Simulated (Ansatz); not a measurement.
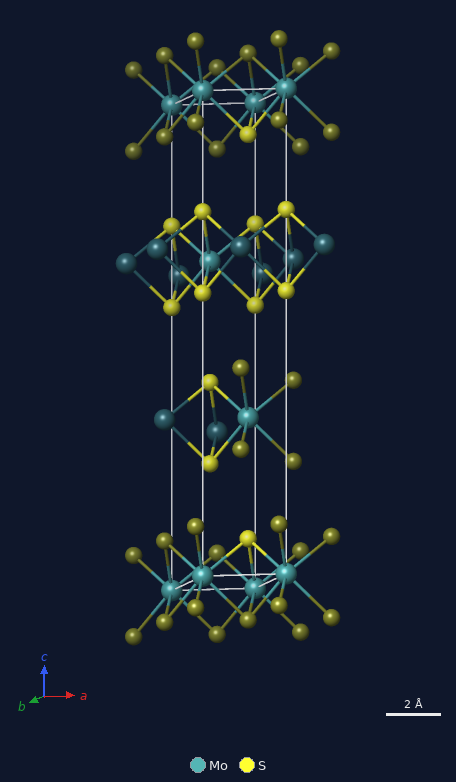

Figure 1. The structure as given in the input (ball-and-stick view of the cell 3 times as large as that of the calculation, set on its symmetry axes, seen at an oblique angle; neighbours outside the cell are drawn fainter). An atom can appear more than once, as a periodic image. Near neighbours in the periodic cell (some may lie outside the picture): Mo has 6 S at 2.40 Å; S has 3 Mo at 2.40 Å.

Molecular dynamics of MoS₂ (part 1 of 2)

The run: molecular dynamics of MoS₂ (3 atoms in the cell). Method and program: DFT, PBEsol, plane waves, PAW, no spin polarisation (Ansatz 0.2.0).

The structure was built on a prototype by a generator. The geometry comes from this level: r2scan-rvv10. It belongs to a series of runs on one base structure; here: NVT, Nosé–Hoover thermostat at 450 K.

**Log**
```
Warning: md: disabling space-group detection — thermal motion breaks the input geometry's symmetry, so no spatial operation reduces the k-mesh or symmetrises the density; time reversal is kept, so that k and −k are solved as one point where they differ and the mesh holds both, and exact exchange and, on two spinor components, a DFT+U term hold to it where the run has them: on two components no moment then forms, and a state that bears one, which a typed moment (crystal.atoms[].spin; refused beside efield: under a hybrid functional) reaches, can lie lower, under hf by electronvolts; crystal.symmetry.detect: false (a key that needs symmetry detection or time reversal refuses this as the deck is read) with time_reversal: false beside it drops time reversal too
basis.fft_grid_basis auto: the FFT boxes are laid along the combinations [[1, 0, -1], [0, 1, -1], [0, 0, 1]] of the cell's own vectors, 3.175, 3.175 and 6.460 Å long. The dense box has 24×24×45 points. Along the cell's own vectors, as sized, it would have 45×45×45, 3.52 times as many. Of the 6 symmetry operations that the crystal satisfies within crystal.symmetry.tolerance (time reversal apart; of a slab, those that keep its plane) the dense box along the cell's own vectors carries 6, and the one as laid loses 4 of those. basis.fft_grid_basis: typed keeps the cell's own vectors: state it where this run's energies or levels are differenced outside the engine with another run's, or held beside a run that keeps those vectors.
Engine: ansatz 0.2.0, aarch64-unknown-linux-gnu
Pseudopotentials: kind: paw
Pseudopotential: Mo, paw, valence charge 14, recommended cutoff 420 eV (normal), Mo.paw.azcp
Pseudopotential: S, paw, valence charge 6, recommended cutoff 420 eV (normal), S.paw.azcp
Functional definition: PBEsol
  exchange = pbesol_x
  correlation = pbesol_c
Crystal: 3 atoms, lattice volume = 54.080 Å³
Basis set: ecut = 420 eV, 1035 PW (Γ), FFT grids on a1−a3, a2−a3, a3, exchange–correlation on 48×48×90 points (8 copies of the dense FFT grid, shifted against one another)
Bands: 17, of which v1, the nominal top of the filled ones, is band 13 counted from 1 (12 counted from 0)
Symmetry: 1 space group operations
k-points: 112 of 216 (time reversal used)
Non-local potential: Mo, projectors of the file, l = 0: 3, l = 1: 2, l = 2: 2, l = 3: 1
Non-local potential: S, projectors of the file, l = 0: 2, l = 1: 2, l = 2: 2
PAW form: soft (Blöchl's): semilocal exchange-correlation on the pseudo side does not see the compensation charge
PAW frozen core: Mo, regenerated for the run's functional, and the local potential with it (the file was generated under x = pbe(κ = 0.804, μ = 0.2195149727645171), c = pbe(β = 0.06672455060314922))
PAW frozen core: S, regenerated for the run's functional, and the local potential with it (the file was generated under x = pbe(κ = 0.804, μ = 0.2195149727645171), c = pbe(β = 0.06672455060314922))
PAW one-centre angular grid: Mo, 590 points (default); XC on 64 Gauss nodes
PAW one-centre angular grid: S, 110 points (default); XC on 64 Gauss nodes
Initial density: superposition of atomic densities (neutral atoms: chi_scale 0, normalization atom), corrected by the library's trained network
Initial wavefunctions: pseudopotential atomic-orbital guess
Functional: x = pbesol(κ = 0.804, μ = 0.12345679012345678), c = pbesol(β = 0.046)
SCF iter   1: F=—  HF=-6670.154696 eV  |F-HF|=—  |Δ(HF+E_count)|=         —  Δρ=6.61e-3  dr2=1.70e-2  ethr=1.77e-3  ⟨swp⟩=5.9  Hψ=10510  notcnv=0
preconditioner: auto → none  [insulator: Δε(μ)=0.913 eV  Ē_g=8.109 eV  σ=0.039 eV  W_gap=1.00  n_scr=16 (ndim 8)  ℏωp=21.4 eV  f_vac=0.018  D(μ)=0.00/eV (n_scr^D=0)  ε∞_Penn≈8.0]
SCF iter   2: F=—  HF=-6670.160560 eV  |F-HF|=—  |Δ(HF+E_count)|=   5.86e-3  Δρ=5.48e-3  dr2=3.72e-2  ethr=6.55e-5  ⟨swp⟩=2.2  Hψ=4081  notcnv=0
SCF iter   3: F=—  HF=-6670.157738 eV  |F-HF|=—  |Δ(HF+E_count)|=   2.82e-3  Δρ=3.47e-3  dr2=1.31e-2  ethr=6.55e-5  ⟨swp⟩=2.2  Hψ=3139  notcnv=0
SCF iter   4: F=—  HF=-6670.156863 eV  |F-HF|=—  |Δ(HF+E_count)|=   8.75e-4  Δρ=1.48e-3  dr2=1.62e-3  ethr=5.02e-5  ⟨swp⟩=1.0  Hψ=1904  notcnv=0
SCF iter   5: F=—  HF=-6670.156895 eV  |F-HF|=—  |Δ(HF+E_count)|=   3.22e-5  Δρ=4.19e-4  dr2=1.86e-4  ethr=6.22e-6  ⟨swp⟩=2.0  Hψ=2076  notcnv=0
SCF iter   6: F=—  HF=-6670.156887 eV  |F-HF|=—  |Δ(HF+E_count)|=   8.45e-6  Δρ=9.17e-5  dr2=2.67e-6  ethr=7.14e-7  ⟨swp⟩=2.0  Hψ=2531  notcnv=0
SCF iter   7: F=—  HF=-6670.156880 eV  |F-HF|=—  |Δ(HF+E_count)|=   6.39e-6  Δρ=2.73e-5  dr2=1.62e-7  ethr=1.03e-8  ⟨swp⟩=2.0  Hψ=2762  notcnv=0
SCF iter   8: F=—  HF=-6670.156880 eV  |F-HF|=—  |Δ(HF+E_count)|=   2.03e-7  Δρ=4.46e-6  dr2=4.84e-9  ethr=6.24e-10  ⟨swp⟩=2.0  Hψ=2874  notcnv=0
SCF iter   9: F=-6670.156880 eV  HF=-6670.156880 eV  |F-HF|=4.82e-10  |Δ(HF+E_count)|=   8.55e-9  Δρ=8.60e-7  dr2=1.93e-10  ethr=1.15e-11  ⟨swp⟩=5.0  Hψ=7197  notcnv=0
SCF 1 converged in 9 iterations: F = -6670.156880 eV  dr2 = 1.93e-10
  greatest PAW one-centre occupation: 0.999 electrons in one spin orbital (limit 2), on the Mo atom at site 0 (counted from 0), in its partial waves of l = 0
md step     0: t =     0.00 fs  T =   450.0 K  F+E_penalty+E_count = -6670.15688037 eV  E_kin = 0.116334 eV  conserved = -6670.04054637 eV  (9 SCF iters)
Initial density: handed on by an earlier stage of this run
Initial wavefunctions: those handed on with the density
iter 1 solved again at ethr=6.77e-7 eV; its pass at ethr=3.10e-3 eV (dr2=1.76e-4 eV) is discarded
SCF iter   1: F=—  HF=-6670.155136 eV  |F-HF|=—  |Δ(HF+E_count)|=         —  Δρ=6.02e-4  dr2=1.43e-4  ethr=6.77e-7  ⟨swp⟩=3.0  Hψ=12294  notcnv=0
preconditioner: auto → none  [insulator: Δε(μ)=0.900 eV  Ē_g=8.119 eV  σ=0.039 eV  W_gap=1.00  n_scr=16 (ndim 8)  ℏωp=21.4 eV  f_vac=0.014  D(μ)=0.00/eV (n_scr^D=0)  ε∞_Penn≈8.0]
SCF iter   2: F=—  HF=-6670.155116 eV  |F-HF|=—  |Δ(HF+E_count)|=   2.09e-5  Δρ=3.16e-4  dr2=8.82e-5  ethr=5.50e-7  ⟨swp⟩=2.0  Hψ=2717  notcnv=0
SCF iter   3: F=—  HF=-6670.155104 eV  |F-HF|=—  |Δ(HF+E_count)|=   1.20e-5  Δρ=2.28e-4  dr2=6.71e-5  ethr=3.39e-7  ⟨swp⟩=2.0  Hψ=2776  notcnv=0
SCF iter   4: F=—  HF=-6670.155093 eV  |F-HF|=—  |Δ(HF+E_count)|=   1.07e-5  Δρ=8.38e-5  dr2=6.45e-6  ethr=2.58e-7  ⟨swp⟩=2.1  Hψ=2406  notcnv=0
SCF iter   5: F=—  HF=-6670.155094 eV  |F-HF|=—  |Δ(HF+E_count)|=   9.41e-7  Δρ=4.97e-5  dr2=1.50e-6  ethr=2.48e-8  ⟨swp⟩=2.1  Hψ=2513  notcnv=0
SCF iter   6: F=—  HF=-6670.155093 eV  |F-HF|=—  |Δ(HF+E_count)|=   7.92e-7  Δρ=1.90e-5  dr2=1.84e-7  ethr=5.78e-9  ⟨swp⟩=1.0  Hψ=1904  notcnv=0
SCF iter   7: F=—  HF=-6670.155093 eV  |F-HF|=—  |Δ(HF+E_count)|=   1.64e-8  Δρ=3.79e-6  dr2=3.89e-9  ethr=7.07e-10  ⟨swp⟩=2.3  Hψ=2444  notcnv=0
SCF iter   8: F=-6670.155093 eV  HF=-6670.155093 eV  |F-HF|=9.09e-12  |Δ(HF+E_count)|=  5.78e-10  Δρ=7.32e-7  dr2=9.17e-11  ethr=1.15e-11  ⟨swp⟩=4.4  Hψ=6393  notcnv=0
SCF 2 converged in 8 iterations: F = -6670.155093 eV  dr2 = 9.17e-11
md step     1: t =     1.50 fs  T =   443.1 K  F+E_penalty+E_count = -6670.15509297 eV  E_kin = 0.114556 eV  conserved = -6670.04053746 eV  (8 SCF iters)
[... from here on the SCF iterations and repeated set-up lines of each step are left out, up to the last step ...]
SCF 3 converged in 8 iterations: F = -6670.150877 eV  dr2 = 1.12e-10
md step     2: t =     3.00 fs  T =   426.9 K  F+E_penalty+E_count = -6670.15087657 eV  E_kin = 0.110356 eV  conserved = -6670.04052189 eV  (8 SCF iters)
SCF 4 converged in 7 iterations: F = -6670.144466 eV  dr2 = 9.61e-10
md step     3: t =     4.50 fs  T =   402.2 K  F+E_penalty+E_count = -6670.14446607 eV  E_kin = 0.103970 eV  conserved = -6670.04050067 eV  (7 SCF iters)
SCF 5 converged in 7 iterations: F = -6670.136188 eV  dr2 = 1.25e-9
md step     4: t =     6.00 fs  T =   370.3 K  F+E_penalty+E_count = -6670.13618776 eV  E_kin = 0.095725 eV  conserved = -6670.04047504 eV  (7 SCF iters)
SCF 6 converged in 2 iterations: F = -6670.126440 eV  dr2 = 2.96e-9
md step     5: t =     7.50 fs  T =   332.7 K  F+E_penalty+E_count = -6670.12644044 eV  E_kin = 0.086022 eV  conserved = -6670.04044627 eV  (2 SCF iters)
SCF 7 converged in 3 iterations: F = -6670.115674 eV  dr2 = 4.54e-10
md step     6: t =     9.00 fs  T =   291.3 K  F+E_penalty+E_count = -6670.11567449 eV  E_kin = 0.075309 eV  conserved = -6670.04041565 eV  (3 SCF iters)
SCF 8 converged in 2 iterations: F = -6670.104370 eV  dr2 = 3.01e-10
md step     7: t =    10.50 fs  T =   247.8 K  F+E_penalty+E_count = -6670.10437011 eV  E_kin = 0.064066 eV  conserved = -6670.04038457 eV  (2 SCF iters)
SCF 9 converged in 2 iterations: F = -6670.093016 eV  dr2 = 5.74e-10
md step     8: t =    12.00 fs  T =   204.2 K  F+E_penalty+E_count = -6670.09301564 eV  E_kin = 0.052779 eV  conserved = -6670.04035437 eV  (2 SCF iters)
SCF 10 converged in 2 iterations: F = -6670.082087 eV  dr2 = 1.04e-9
md step     9: t =    13.50 fs  T =   162.2 K  F+E_penalty+E_count = -6670.08208686 eV  E_kin = 0.041920 eV  conserved = -6670.04032626 eV  (2 SCF iters)
SCF 11 converged in 7 iterations: F = -6670.072028 eV  dr2 = 2.27e-10
md step    10: t =    15.00 fs  T =   123.5 K  F+E_penalty+E_count = -6670.07202789 eV  E_kin = 0.031929 eV  conserved = -6670.04030130 eV  (7 SCF iters)
SCF 12 converged in 2 iterations: F = -6670.063234 eV  dr2 = 1.54e-10
md step    11: t =    16.50 fs  T =    89.7 K  F+E_penalty+E_count = -6670.06323426 eV  E_kin = 0.023197 eV  conserved = -6670.04028035 eV  (2 SCF iters)
SCF 13 converged in 2 iterations: F = -6670.056039 eV  dr2 = 4.11e-10
md step    12: t =    18.00 fs  T =    62.1 K  F+E_penalty+E_count = -6670.05603875 eV  E_kin = 0.016055 eV  conserved = -6670.04026409 eV  (2 SCF iters)
SCF 14 converged in 2 iterations: F = -6670.050700 eV  dr2 = 1.28e-9
md step    13: t =    19.50 fs  T =    41.6 K  F+E_penalty+E_count = -6670.05070016 eV  E_kin = 0.010757 eV  conserved = -6670.04025305 eV  (2 SCF iters)
SCF 15 converged in 2 iterations: F = -6670.047395 eV  dr2 = 1.62e-9
md step    14: t =    21.00 fs  T =    28.9 K  F+E_penalty+E_count = -6670.04739532 eV  E_kin = 0.007482 eV  conserved = -6670.04024752 eV  (2 SCF iters)
SCF 16 converged in 2 iterations: F = -6670.046214 eV  dr2 = 5.55e-10
md step    15: t =    22.50 fs  T =    24.5 K  F+E_penalty+E_count = -6670.04621440 eV  E_kin = 0.006323 eV  conserved = -6670.04024757 eV  (2 SCF iters)
SCF 17 converged in 2 iterations: F = -6670.047160 eV  dr2 = 3.65e-10
md step    16: t =    24.00 fs  T =    28.2 K  F+E_penalty+E_count = -6670.04715951 eV  E_kin = 0.007286 eV  conserved = -6670.04025307 eV  (2 SCF iters)
SCF 18 converged in 2 iterations: F = -6670.050146 eV  dr2 = 8.46e-10
md step    17: t =    25.50 fs  T =    39.8 K  F+E_penalty+E_count = -6670.05014643 eV  E_kin = 0.010298 eV  conserved = -6670.04026371 eV  (2 SCF iters)
SCF 19 converged in 2 iterations: F = -6670.055009 eV  dr2 = 5.03e-10
md step    18: t =    27.00 fs  T =    58.8 K  F+E_penalty+E_count = -6670.05500947 eV  E_kin = 0.015202 eV  conserved = -6670.04027898 eV  (2 SCF iters)
SCF 20 converged in 2 iterations: F = -6670.061509 eV  dr2 = 3.52e-10
md step    19: t =    28.50 fs  T =    84.2 K  F+E_penalty+E_count = -6670.06150890 eV  E_kin = 0.021771 eV  conserved = -6670.04029824 eV  (2 SCF iters)
iter 1 solved again at ethr=1.76e-7 eV; its pass at ethr=3.10e-3 eV (dr2=4.57e-5 eV) is discarded
SCF iter   1: F=—  HF=-6670.069363 eV  |F-HF|=—  |Δ(HF+E_count)|=         —  Δρ=2.88e-4  dr2=3.95e-5  ethr=1.76e-7  ⟨swp⟩=3.0  Hψ=12286  notcnv=0
preconditioner: auto → none  [insulator: Δε(μ)=0.824 eV  Ē_g=8.099 eV  σ=0.039 eV  W_gap=1.00  n_scr=16 (ndim 8)  ℏωp=21.4 eV  f_vac=0.014  D(μ)=0.00/eV (n_scr^D=0)  ε∞_Penn≈8.0]
SCF iter   2: F=—  HF=-6670.069347 eV  |F-HF|=—  |Δ(HF+E_count)|=   1.51e-5  Δρ=1.73e-4  dr2=3.68e-5  ethr=1.52e-7  ⟨swp⟩=2.0  Hψ=2793  notcnv=0
SCF iter   3: F=—  HF=-6670.069343 eV  |F-HF|=—  |Δ(HF+E_count)|=   4.80e-6  Δρ=1.03e-4  dr2=8.48e-6  ethr=1.41e-7  ⟨swp⟩=2.0  Hψ=2586  notcnv=0
SCF iter   4: F=—  HF=-6670.069341 eV  |F-HF|=—  |Δ(HF+E_count)|=   1.11e-6  Δρ=4.90e-5  dr2=1.60e-6  ethr=3.26e-8  ⟨swp⟩=1.2  Hψ=1990  notcnv=0
SCF iter   5: F=—  HF=-6670.069341 eV  |F-HF|=—  |Δ(HF+E_count)|=   4.18e-7  Δρ=2.72e-5  dr2=9.30e-7  ethr=6.14e-9  ⟨swp⟩=2.0  Hψ=2497  notcnv=0
SCF iter   6: F=—  HF=-6670.069341 eV  |F-HF|=—  |Δ(HF+E_count)|=   1.14e-7  Δρ=6.71e-6  dr2=3.23e-8  ethr=3.58e-9  ⟨swp⟩=1.2  Hψ=1961  notcnv=0
SCF iter   7: F=-6670.069341 eV  HF=-6670.069341 eV  |F-HF|=8.73e-11  |Δ(HF+E_count)|=   1.38e-9  Δρ=1.51e-6  dr2=4.87e-10  ethr=1.15e-11  ⟨swp⟩=3.8  Hψ=7888  notcnv=0
SCF 21 converged in 7 iterations: F = -6670.069341 eV  dr2 = 4.87e-10
md step    20: t =    30.00 fs  T =   114.9 K  F+E_penalty+E_count = -6670.06934096 eV  E_kin = 0.029715 eV  conserved = -6670.04032072 eV  (7 SCF iters)
```

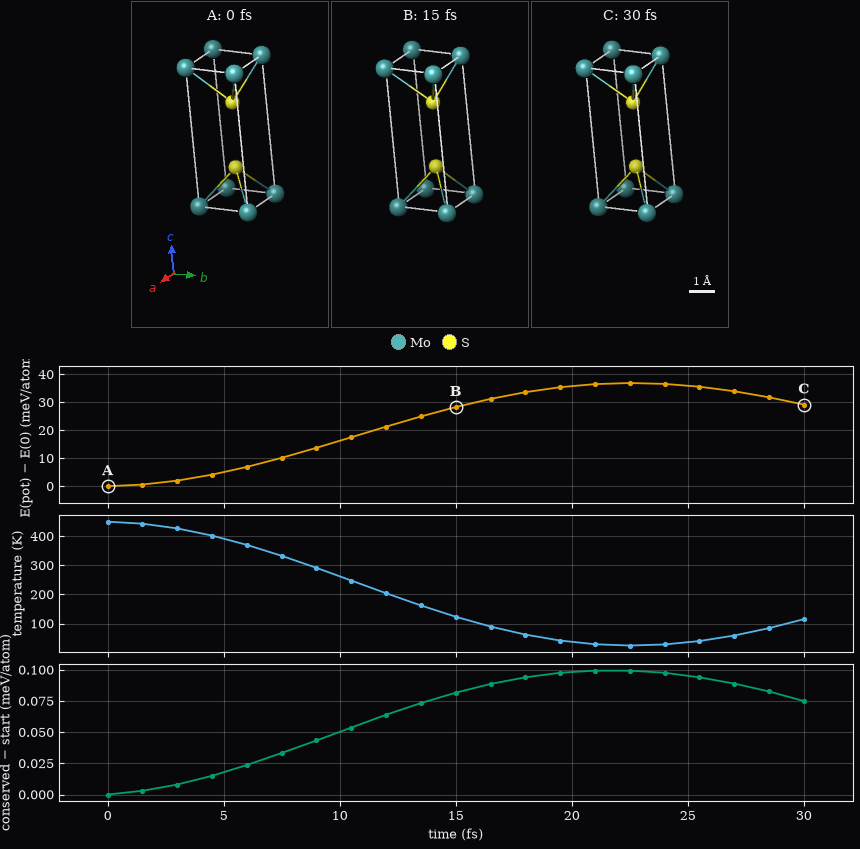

Figure 2. Frames of the molecular dynamics (ball-and-stick, reduced simulation cell, seen slightly off an axis) above the curves, on which the letters mark them. The trajectory kept here has 21 frames over 30 fs. The temperature starts at 450 K, ranges from 24 to 450 K and averages 63 K over the second half. The potential energy ends 29.2 meV/atom above its first value. The conserved quantity stays within 0.099 meV/atom. With the common drift removed, the root-mean-square displacement is 0.06 Å.

```
SCF converged after 7 iterations
Free energy (F): -6670.069341 eV
Harris-Foulkes:  -6670.069341 eV  (|F-HF|=8.73e-11)
Internal energy: -6670.069341 eV  (E = F + TS)
E sigma→0 (E₀):  -6670.069341 eV
Entropy (-TS):   -0.000000 eV (-0.000 meV/atom)
Fermi energy:    11.080425 eV
--- Per-component energies (eV) ---
  E_band       = -161.803473
  E_kinetic    = 655.083387
  E_local      = -1992.886782  (includes V_loc(G=0)·N_el)
  E_nonlocal   = 201.412179
  E_hartree    = 766.589785
  E_xc         = -375.197902
  E_vxc        = -403.948438  (∫ρ·V_xc dr)
  E_paw        = -4311.834269  (= ΣΔE_a)
  E_vpaw       = -154.643675  (= ΣTr[D̂ρ^β])
  E_aug_tail   = 0.000039  (compensation charges beyond the density's cutoff)
  E_ewald      = -1613.568974
  E_core_change = 0.333198  (= ΣΔE_core)
  E_smearing   = -0.000000  (= −TS)
  E_closure    = 0.000000  (closes the sum)
  Σ components = -6670.069341   (vs F -6670.069341, Δ=0.00e0)
--- Forces (eV/Å), atoms counted from 1 ---
  atom   1  Mo    -0.33141388    -1.41740659     0.52852336
  atom   2  S     -0.20773280     0.97884503    -0.41200095
  atom   3  S      0.53914795     0.43856311    -0.11651828
  max |Σ_I F_I| component: 4.13e-6 eV/Å
--- MD trajectory: 20 steps, t = 0.0 → 30.0 fs ---
  final state: T = 114.9 K   F+E_penalty+E_count = -6670.06934096 eV   E_kin = 0.029715 eV
  conserved energy: peak-to-peak 2.989e-4 eV (9.962e-5 eV/atom) over 30.0 fs
```
